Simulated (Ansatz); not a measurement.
## Zr$_{8}$O$_{15}$ (charge +2): geometry relaxation (part 3 of 3)

Zr$_{8}$O$_{15}$ (defect cell, 23 atoms in the cell, total charge +2); DFT PBE, scalar-relativistic, plane waves, PAW, spin-polarised (Ansatz 0.2.0); cutoff 420 eV, 2×2×2 k-mesh, Gaussian smearing of 0.02 eV, collinear spins. The structure derives from a Materials Project entry. It belongs to a series of runs on one base structure; here: V_O, charge +2, atoms relaxed at the host's cell.

Geometry of the input (Å; fractional positions):
```
-4.2974  0.0000  -5.2918
5.1896  5.2421  -0.0120
5.1896  -5.2421  -0.0120
Zr 0.2078  0.4351  0.4863
Zr 0.2124  0.9477  0.9909
Zr 0.7138  0.4951  0.9537
Zr 0.7077  0.9860  0.4430
Zr 0.3011  0.0269  0.5602
Zr 0.2901  0.5142  0.0530
Zr 0.7898  0.0554  0.0092
Zr 0.7808  0.5501  0.5128
O  0.1450  0.1957  0.0089
O  0.6288  -0.0038  0.6872
O  0.6571  0.5266  0.2002
O  0.9792  0.3942  0.1378
O  0.9894  0.8795  0.6219
O  0.5172  0.3577  0.6062
O  0.5262  0.8691  0.1122
O  0.4801  0.1384  0.8926
O  0.4732  0.6344  0.3931
O  0.0233  0.1115  0.3650
O  0.0221  0.6096  0.8640
O  0.3567  0.4949  0.8034
O  0.3499  0.9774  0.3082
O  0.8569  0.8104  0.9824
O  0.8576  0.3133  0.4850
```

### Output, continued
```
  k-point 3 ↓: bands = ["-37.9902", "-37.7939", "-37.7661", "-37.6487", "-37.5921", "-37.5664", "-37.5296", "-37.4844", "-16.4376", "-16.3700", "-16.2670", "-16.2511", "-16.1453", "-16.0681", "-16.0559", "-16.0074", "-15.9306", "-15.8863", "-15.8410", "-15.8230", "-15.7731", "-15.7587", "-15.7216", "-15.6751", "-15.6608", "-15.6260", "-15.5954", "-15.5703", "-15.5334", "-15.5048", "-15.4820", "-15.4353", "-7.4563", "-7.0429", "-6.7354", "-6.7012", "-6.5263", "-6.4235", "-6.3547", "-6.3071", "-5.9687", "-5.8845", "-5.8304", "-5.7239", "-5.6481", "-5.5672", "-5.5099", "5.1225", "5.2364", "5.4134", "5.5667", "5.6102", "5.8688", "5.9737", "6.0460", "6.1072", "6.1889", "6.2332", "6.3515", "6.5402", "6.6886", "6.8016", "6.8594", "6.9327", "7.0412", "7.1537", "7.2496", "7.3565", "7.4422", "7.5829", "7.6529", "7.7646", "7.9074", "7.9672", "8.0474", "8.1224", "8.2267", "8.3084", "8.3878", "8.4461", "8.5530", "8.6576", "8.7903", "8.8607", "8.9646", "9.0255", "9.1392", "9.1925", "9.2460", "9.3839", "9.4795", "9.8174", "13.0308", "13.8205", "13.9227", "14.0108", "14.0483", "14.3868", "14.4451", "14.5990", "14.6316", "14.8386", "14.8780", "15.0336", "15.1558", "15.2132", "15.3821", "15.4574", "15.6235", "15.6667", "15.7836", "15.9523", "15.9916", "16.1696", "16.2513", "16.3552", "16.4965"]
--- Relaxed structure (5 steps of the walk, 5 accepted, 0 SCFs on fresh bases) ---
  F+E_penalty+E_count = -42046.73210559 eV   max|allowed force component| = 1.232e-2 eV/Å
  atoms:
    - { symbol: Zr, position: [0.20567069233238786, 0.4275825274099372, 0.4818429289134374] }
    - { symbol: Zr, position: [0.2114238854039128, 0.9476339329409336, 0.9882407632770907] }
    - { symbol: Zr, position: [0.7163321379031161, 0.4986446591968572, 0.9593975202729741] }
    - { symbol: Zr, position: [0.7028921983459262, 0.9851920262416903, 0.4403276785907686] }
    - { symbol: Zr, position: [0.3106396933586743, 0.037039224920319996, 0.5625672006423724] }
    - { symbol: Zr, position: [0.2871825327234341, 0.5142906727242678, 0.048067782908262746] }
    - { symbol: Zr, position: [0.7896908815420044, 0.055245499848832924, 0.00736165527455962] }
    - { symbol: Zr, position: [0.7638452694824176, 0.5409320015828581, 0.5137886156504886] }
    - { symbol: O, position: [0.13438583309570412, 0.19371118066490006, -0.006896784692752261] }
    - { symbol: O, position: [0.6105297170028227, -0.024662074661401967, 0.6806271818969776] }
    - { symbol: O, position: [0.65942916064336, 0.5261124232362271, 0.20459356619115227] }
    - { symbol: O, position: [0.9824228882517749, 0.39580228698857, 0.14332999707850536] }
    - { symbol: O, position: [1.0006656185531733, 0.8623762592755942, 0.6124522708848624] }
    - { symbol: O, position: [0.5132858078766727, 0.3587087626138751, 0.6111844356579791] }
    - { symbol: O, position: [0.5254118325282432, 0.8699628609841166, 0.11458138761736453] }
    - { symbol: O, position: [0.48368274986224896, 0.14203145239273754, 0.8923169326834807] }
    - { symbol: O, position: [0.4722652859376596, 0.6327724362861955, 0.3946656760903893] }
    - { symbol: O, position: [0.023300967581783575, 0.1117855781287866, 0.3680409656614994] }
    - { symbol: O, position: [0.017928977025402214, 0.608143518747459, 0.8647247455115709] }
    - { symbol: O, position: [0.3613634814273725, 0.5058502708191842, 0.8029947181066267] }
    - { symbol: O, position: [0.36066372073224023, 0.9924487790695867, 0.310896640565823] }
    - { symbol: O, position: [0.8658561452189393, 0.8147875361352839, 0.992389833357793] }
    - { symbol: O, position: [0.867244343370731, 0.32308996145318686, 0.48969593445877335] }
--- Löwdin populations: 23 sites ---
  site symbol       q [e]    m [muB]
     0     Zr     10.4870    -0.0000
     1     Zr     10.4449     0.0000
     2     Zr     10.4706    -0.0000
     3     Zr     10.4184     0.0000
     4     Zr     10.4739     0.0000
     5     Zr     10.4569    -0.0000
     6     Zr     10.4457     0.0000
     7     Zr     10.4899    -0.0000
     8      O      6.6272    -0.0000
     9      O      6.6248    -0.0000
    10      O      6.6146     0.0000
    11      O      6.6787    -0.0000
    12      O      6.6769    -0.0000
    13      O      6.5967    -0.0000
    14      O      6.6511    -0.0000
    15      O      6.6704    -0.0000
    16      O      6.6661    -0.0000
    17      O      6.6216     0.0000
    18      O      6.6710    -0.0000
    19      O      6.6301     0.0000
    20      O      6.6125     0.0000
    21      O      6.5984    -0.0000
    22      O      6.6344     0.0000
  spilling = 0.004012 (of n_electrons = 184.000000)
```

### File populations.tsv
```
# site	symbol	l	j	q_up	q_dn
# orbitals = lowdin
# n_electrons = 184.000000
# spilling = 0.004012
0	Zr	0_4S	-	0.977386	0.977386
0	Zr	0_5S	-	0.195495	0.195495
0	Zr	1_4P	-	2.987621	2.987621
0	Zr	2_4D	-	1.083014	1.083014
1	Zr	0_4S	-	0.977886	0.977886
1	Zr	0_5S	-	0.199033	0.199033
1	Zr	1_4P	-	2.990035	2.990035
1	Zr	2_4D	-	1.055494	1.055494
2	Zr	0_4S	-	0.977092	0.977092
2	Zr	0_5S	-	0.200803	0.200803
2	Zr	1_4P	-	2.989449	2.989449
2	Zr	2_4D	-	1.067979	1.067979
3	Zr	0_4S	-	0.978401	0.978401
3	Zr	0_5S	-	0.197935	0.197935
3	Zr	1_4P	-	2.989825	2.989825
3	Zr	2_4D	-	1.043023	1.043023
4	Zr	0_4S	-	0.977014	0.977014
4	Zr	0_5S	-	0.193904	0.193904
4	Zr	1_4P	-	2.988190	2.988190
4	Zr	2_4D	-	1.077856	1.077856
5	Zr	0_4S	-	0.977514	0.977514
5	Zr	0_5S	-	0.200941	0.200941
5	Zr	1_4P	-	2.990213	2.990213
5	Zr	2_4D	-	1.059794	1.059794
6	Zr	0_4S	-	0.977534	0.977534
6	Zr	0_5S	-	0.199414	0.199414
6	Zr	1_4P	-	2.990055	2.990055
6	Zr	2_4D	-	1.055836	1.055836
7	Zr	0_4S	-	0.977179	0.977179
7	Zr	0_5S	-	0.196523	0.196523
7	Zr	1_4P	-	2.987345	2.987345
7	Zr	2_4D	-	1.083926	1.083927
8	O	0_2S	-	0.858961	0.858961
8	O	1_2P	-	2.454650	2.454650
9	O	0_2S	-	0.859149	0.859149
9	O	1_2P	-	2.453261	2.453261
10	O	0_2S	-	0.856263	0.856263
10	O	1_2P	-	2.451028	2.451028
11	O	0_2S	-	0.862633	0.862633
11	O	1_2P	-	2.476708	2.476708
12	O	0_2S	-	0.863253	0.863253
12	O	1_2P	-	2.475210	2.475210
13	O	0_2S	-	0.844104	0.844104
13	O	1_2P	-	2.454224	2.454225
14	O	0_2S	-	0.859921	0.859921
14	O	1_2P	-	2.465626	2.465626
15	O	0_2S	-	0.861410	0.861410
15	O	1_2P	-	2.473766	2.473766
16	O	0_2S	-	0.861066	0.861066
16	O	1_2P	-	2.471980	2.471980
17	O	0_2S	-	0.857016	0.857016
17	O	1_2P	-	2.453796	2.453796
18	O	0_2S	-	0.861476	0.861476
18	O	1_2P	-	2.474014	2.474014
19	O	0_2S	-	0.860299	0.860299
19	O	1_2P	-	2.454752	2.454752
20	O	0_2S	-	0.856568	0.856568
20	O	1_2P	-	2.449701	2.449701
21	O	0_2S	-	0.853866	0.853866
21	O	1_2P	-	2.445320	2.445320
22	O	0_2S	-	0.859857	0.859857
22	O	1_2P	-	2.457327	2.457327
```

### Trajectory as extended XYZ (Å, eV, eV/Å), 5 frames, from step=1 to step=5
```
23
Lattice="-4.2974 0.0000 -5.2918 5.1896 5.2421 -0.0120 5.1896 -5.2421 -0.0120" Properties=species:S:1:pos:R:3:forces:R:3 step=1 energy=-42046.27955
Zr    3.8888   -0.2680   -1.1104   -1.7993  -0.7542  -0.2544
Zr    9.1482   -0.2265   -1.1471    0.2021  -0.0067   0.0481
Zr    4.4513   -2.4037   -3.7945   -0.3015   0.2416  -0.1978
Zr    4.3747    2.8463   -3.7622   -0.1112   0.0971   0.2871
Zr    1.7528   -2.7957   -1.6001    0.7115   1.4634  -1.1026
Zr    1.6967    2.4175   -1.5420    0.0798  -0.0121   0.3366
Zr   -3.0588    0.2425   -4.1800    0.0156  -0.1172  -0.1894
Zr    2.1606    0.1956   -4.1445    0.9131  -1.0822   2.0427
O     0.4387    0.9794   -0.7699    0.0261   0.0694  -0.0312
O     0.8438   -3.6223   -3.3358   -0.1299  -0.0250   0.6074
O     0.9482    1.7109   -3.4857    0.2220  -0.3003  -0.6552
O    -1.4471    1.3441   -5.1883    0.4357  -0.0736  -0.1801
O     3.5396    1.3504   -5.2537   -1.0626  -0.2488  -0.2127
O     2.7799   -1.3029   -2.7484   -0.0188   0.1246   0.1775
O     2.8310    3.9680   -2.7962    0.0995  -0.1333  -0.0507
O     3.2873   -3.9536   -2.5530   -0.1989   0.2236   0.1372
O     3.2985    1.2648   -2.5166    0.1355  -0.3846  -0.1089
O     2.3725   -1.3289   -0.1291    0.4045   0.0136  -0.4252
O     7.5526   -1.3338   -0.1347   -0.2684   0.2469   0.0217
O     5.2050   -1.6170   -1.9029   -0.1037   0.4795   0.2192
O     5.1682    3.5082   -1.8669    0.3370  -0.4930   0.0689
O     5.6216   -0.9019   -4.5559   -0.0459  -0.0944   0.0381
O     0.4570   -0.9003   -4.5479    0.4580   0.7657  -0.5765
23
Lattice="-4.2974 0.0000 -5.2918 5.1896 5.2421 -0.0120 5.1896 -5.2421 -0.0120" Properties=species:S:1:pos:R:3:forces:R:3 step=2 energy=-42046.51082
Zr    3.7789   -0.3167   -1.1179    1.2856   0.7875   0.8617
Zr    9.1558   -0.2158   -1.1493   -0.3517   0.0142   0.0452
Zr    4.4787   -2.3994   -3.8167    0.6922  -0.4420  -0.1342
Zr    4.3798    2.8453   -3.7746   -0.0851  -0.1050   0.2989
Zr    1.7852   -2.7292   -1.6592   -0.6142  -1.3082   0.5571
Zr    1.6986    2.4380   -1.5408   -0.1311   0.4667  -0.0135
Zr   -3.0486    0.2556   -4.1896   -0.1886   0.0306   0.3776
Zr    2.2048    0.1143   -3.9936   -0.4655   1.1204  -1.7830
O     0.4412    1.0009   -0.7739    0.0308  -0.0253   0.0575
O     0.8156   -3.6584   -3.2870    0.0286   0.0667  -0.1219
O     0.9890    1.7003   -3.5274   -0.2231   0.1623   0.2475
O    -1.4116    1.3477   -5.2093   -0.1536  -0.1093   0.0267
O     3.3809    1.3303   -5.2648    0.0210  -0.0125  -0.0814
O     2.8441   -1.3495   -2.7375   -0.2622   0.0939   0.1592
O     2.8476    3.9697   -2.8084    0.1269  -0.0461   0.0161
O     3.2944   -3.9282   -2.5574    0.0691  -0.0713  -0.1010
O     3.3245    1.2621   -2.4895   -0.1534  -0.5002  -0.0422
O     2.3391   -1.3555   -0.1224    0.1950   0.2937  -0.2537
O     7.5382   -1.3047   -0.1285    0.1126  -0.2932   0.1850
O     5.1988   -1.5699   -1.9000    0.2036  -0.2001  -0.0915
O     5.1679    3.4898   -1.8680    0.1217   0.1595  -0.1321
O     5.6388   -0.8963   -4.5668   -0.0945   0.0442  -0.1088
O     0.4692   -0.8570   -4.5832   -0.1644  -0.1258   0.0304
23
Lattice="-4.2974 0.0000 -5.2918 5.1896 5.2421 -0.0120 5.1896 -5.2421 -0.0120" Properties=species:S:1:pos:R:3:forces:R:3 step=3 energy=-42046.66855
Zr    3.8243   -0.2729   -1.0984    0.1696  -0.1268   0.0058
Zr    9.1155   -0.2075   -1.1293   -0.0613   0.0917   0.0555
Zr    4.4919   -2.4099   -3.7986    0.0117  -0.1095   0.0157
Zr    4.3979    2.8853   -3.6791   -0.0936  -0.1353  -0.2759
Zr    1.7858   -2.7619   -1.6534   -0.0306   0.0956   0.0216
Zr    1.6834    2.4339   -1.5282    0.0193   0.0429  -0.1102
Zr   -3.0696    0.2571   -4.1938    0.0580  -0.0618   0.0821
Zr    2.1876    0.1236   -4.0714    0.0379   0.2593   0.1911
O     0.3863    1.0359   -0.7285    0.0538   0.0776  -0.0144
O     0.7924   -3.6667   -3.2520    0.0172  -0.1138  -0.0767
O     0.9727    1.7131   -3.5181    0.1400  -0.1880  -0.0172
O    -1.4361    1.3153   -5.2301    0.0947  -0.0663   0.0577
O     3.2915    1.2265   -5.4105    0.1079   0.1578   0.2550
O     2.8288   -1.3066   -2.7029   -0.0109  -0.0040  -0.0864
O     2.8754    3.9692   -2.7451   -0.3287   0.1487  -0.1609
O     3.2893   -3.9266   -2.6003    0.1345   0.0124  -0.0193
O     3.3210    1.2593   -2.5368   -0.0449  -0.0562   0.0159
O     2.4029   -1.3526   -0.1019   -0.0691  -0.1740  -0.0033
O     7.5704   -1.3912   -0.0695   -0.0526   0.0700  -0.1577
O     5.2464   -1.5730   -1.9300   -0.1291   0.1952   0.1619
O     5.2151    3.5670   -1.9006    0.1041   0.0679   0.0465
O     5.6448   -0.8965   -4.5922   -0.0187  -0.0841   0.0474
O     0.4931   -0.8476   -4.5951   -0.1098  -0.0985  -0.0333
23
Lattice="-4.2974 0.0000 -5.2918 5.1896 5.2421 -0.0120 5.1896 -5.2421 -0.0120" Properties=species:S:1:pos:R:3:forces:R:3 step=4 energy=-42046.72778
Zr    3.8416   -0.2862   -1.1009   -0.0690   0.0415   0.0322
Zr    9.1411   -0.2153   -1.1455   -0.0159   0.0309   0.0110
Zr    4.4873   -2.4202   -3.8128   -0.0488   0.0687   0.0110
Zr    4.3717    2.8432   -3.7375    0.0472   0.1102  -0.0125
Zr    1.7765   -2.7514   -1.6494    0.0015  -0.0170  -0.0725
Zr    1.6783    2.4451   -1.5287    0.0448  -0.0144   0.1025
Zr   -3.0660    0.2470   -4.1789   -0.0347   0.0496  -0.0005
Zr    2.1906    0.1446   -4.0540   -0.0096  -0.0781  -0.0094
O     0.3892    1.0540   -0.7103    0.0172   0.0120   0.0161
O     0.7753   -3.7096   -3.2287    0.0051   0.0447   0.0062
O     0.9547    1.6790   -3.4869    0.0117   0.0261  -0.0400
O    -1.4244    1.3271   -5.1995   -0.0053  -0.0306  -0.0396
O     3.3608    1.3187   -5.3046   -0.0529  -0.0309   0.0114
O     2.8280   -1.3233   -2.7329    0.0095  -0.0012   0.0164
O     2.8474    3.9622   -2.7985    0.0327  -0.0626   0.0119
O     3.2900   -3.9292   -2.5697   -0.0323  -0.0079   0.0172
O     3.3021    1.2532   -2.5055   -0.0043  -0.0138  -0.0587
O     2.3887   -1.3400   -0.1352    0.0105  -0.0092   0.0297
O     7.5724   -1.3434   -0.1163   -0.0433   0.0314   0.0016
O     5.2400   -1.5528   -1.9229    0.0219  -0.0436  -0.0896
O     5.2129    3.5810   -1.9347    0.0722  -0.0853   0.0013
O     5.6625   -0.9403   -4.6103    0.0138  -0.0068   0.0293
O     0.4902   -0.8699   -4.6020    0.0287  -0.0140   0.0251
23
Lattice="-4.2974 0.0000 -5.2918 5.1896 5.2421 -0.0120 5.1896 -5.2421 -0.0120" Properties=species:S:1:pos:R:3:forces:R:3 step=5 energy=-42046.73211
Zr    3.8357   -0.2844   -1.0993   -0.0003  -0.0107   0.0034
Zr    9.1378   -0.2129   -1.1420   -0.0016   0.0118  -0.0012
Zr    4.4882   -2.4153   -3.8081   -0.0038  -0.0049  -0.0048
Zr    4.3772    2.8562   -3.7366    0.0017  -0.0115   0.0051
Zr    1.7767   -2.7549   -1.6510    0.0009   0.0065   0.0002
Zr    1.6842    2.4440   -1.5264   -0.0034  -0.0080  -0.0070
Zr   -3.0687    0.2510   -4.1796    0.0071   0.0003   0.0027
Zr    2.1910    0.1423   -4.0547   -0.0054   0.0092   0.0073
O     0.3920    1.0516   -0.7134    0.0006   0.0022  -0.0009
O     0.7805   -3.6972   -3.2386   -0.0004   0.0002  -0.0029
O     0.9582    1.6854   -3.4983    0.0100  -0.0020   0.0003
O    -1.4240    1.3235   -5.2052   -0.0008   0.0123   0.0055
O     3.3534    1.3101   -5.3130    0.0012  -0.0022   0.0046
O     2.8275   -1.3235   -2.7278   -0.0036  -0.0007   0.0029
O     2.8514    3.9598   -2.7922   -0.0012   0.0031  -0.0002
O     3.2892   -3.9331   -2.5719   -0.0032  -0.0007  -0.0019
O     3.3024    1.2482   -2.5114    0.0031   0.0044  -0.0105
O     2.3900   -1.3433   -0.1291   -0.0032  -0.0014  -0.0020
O     7.5665   -1.3450   -0.1125    0.0017  -0.0013   0.0042
O     5.2394   -1.5577   -1.9279    0.0073   0.0017   0.0015
O     5.2139    3.5728   -1.9242    0.0026  -0.0096  -0.0050
O     5.6575   -0.9310   -4.6036   -0.0051  -0.0004   0.0006
O     0.4911   -0.8734   -4.5990   -0.0040   0.0019  -0.0019
```

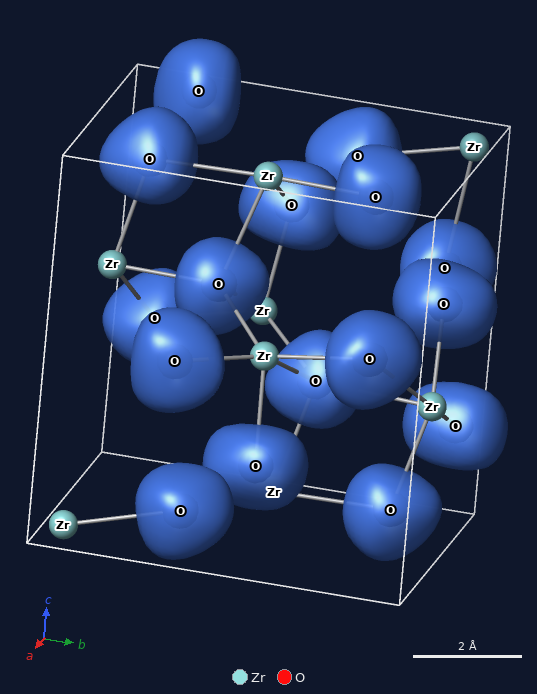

Isosurface of the ELF at 0.65 (blue), seen slightly off an axis. Core shells and regions of very low density are left out. Sticks mark near contacts. The outline is the calculation cell. Along the contacts the grid gives the following. Zr–O (2.04 Å): the ELF peaks at about 0.85 in the valence shell of O, 0.6 Å from its nucleus, and drops to about 0.25 between the two atoms. Zr–O (2.08 Å): the ELF peaks at about 0.85 in the valence shell of O, 0.6 Å from its nucleus, and drops to about 0.20 between the two atoms. Core electrons are frozen (PAW), so the fields are smoothed inside the atomic spheres.

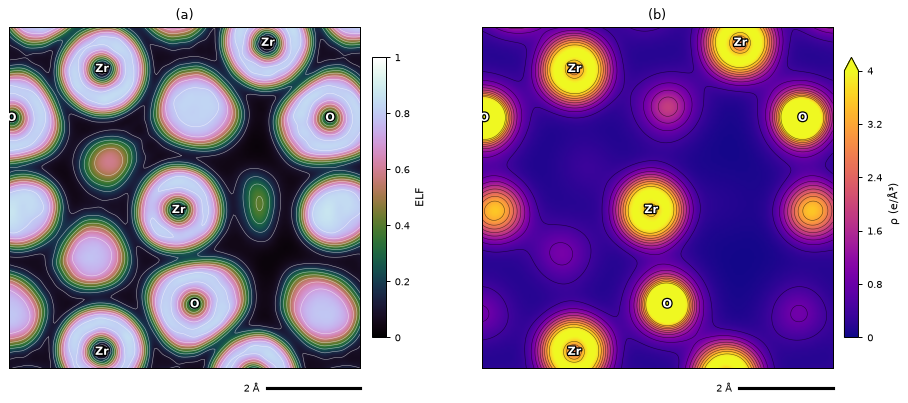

(a) electron localisation function; (b) valence electron density on the (010) plane of the calculation cell. Zr–O (2.05 Å): ρ is about 0.75 e/Å³ halfway; the ELF peaks at about 0.85 in the valence shell of O, 0.6 Å from its nucleus, and drops to about 0.25 between the two atoms. Zr–O (2.09 Å): the density is about 0.69 e/Å³ at the midpoint; the ELF peaks at about 0.85 in the valence shell of O, 0.6 Å from its nucleus, and drops to about 0.20 between the two atoms. Zr–O (2.20 Å): ρ is about 0.53 e/Å³ halfway; the ELF peaks at about 0.85 in the valence shell of O, 0.6 Å from its nucleus, and drops to about 0.20 between the two atoms. Zr–O (2.23 Å): ρ at the midpoint is about 0.48 e/Å³; the ELF peaks at about 0.85 in the valence shell of O, 0.6 Å from its nucleus, and drops to about 0.15 between the two atoms. Away from the nuclei the density in this plane falls to 0.04 e/Å³ at its lowest. The strong features right at Zr lie inside the PAW spheres (semicore, d or f shells) and say nothing about bonding.

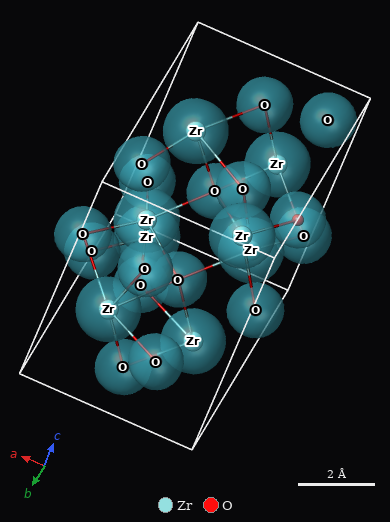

Isosurface of the valence electron density at 1 e/Å³ (cyan), seen at an oblique angle. Sticks mark near contacts. The outline is the calculation cell. At this value the density breaks into separate islands; it holds about 65 % of the electrons treated as valence (semicore included). It is pinched off along the Zr–O (2.04 Å), Zr–O (2.08 Å), Zr–O (2.12 Å) and Zr–O (2.16 Å) contacts. On the grid the lowest density along these lines, outside the cores, is 0.76 e/Å³ (Zr–O, 2.04 Å), 0.68 e/Å³ (Zr–O, 2.08 Å), 0.63 e/Å³ (Zr–O, 2.12 Å) and 0.57 e/Å³ (Zr–O, 2.16 Å).

### Key numbers

- outcome: converged
- electrons treated: 184
- free energy: −42046.7321 eV
- Fermi energy: 11.424 eV
- gap on the k-point mesh: 3.21 eV
- net moment of the cell: 0.00 μB
- integrated absolute moment: 0.00 μB
- final volume: 288.46 Å³
- largest force (length of the vector) at the end: 0.014 eV/Å
- wall time: 48 s (CPU time 6.1 min)
- peak memory: 1.5 GiB

Warnings of the run: some starting moments were not kept.
